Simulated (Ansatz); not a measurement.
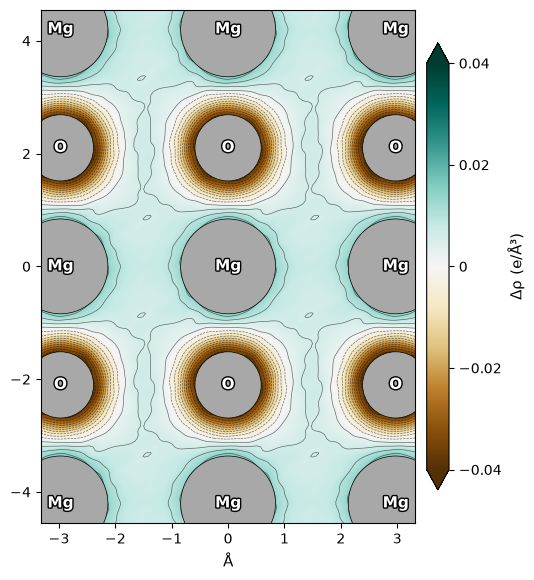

MgO. Difference of the valence pseudo-densities of two functionals at the same geometry, on the (11̄0) plane of the calculation cell: one of LDA and r2SCAN less the other.

Both computed with Ansatz (plane waves, PAW), on the same k-point mesh. Grey discs cover the atomic cores.

Question: Which was subtracted from which, and what does the map show?

Answer: It is LDA less r2SCAN. Against r2SCAN, LDA gives more density around Mg (+0.008 e/Å³ on average at 1.0 Å from the nucleus), less density around O (−0.024 e/Å³ on average at 0.7 Å from the nucleus) and more density in the space between the atoms (+0.003 e/Å³ on average).
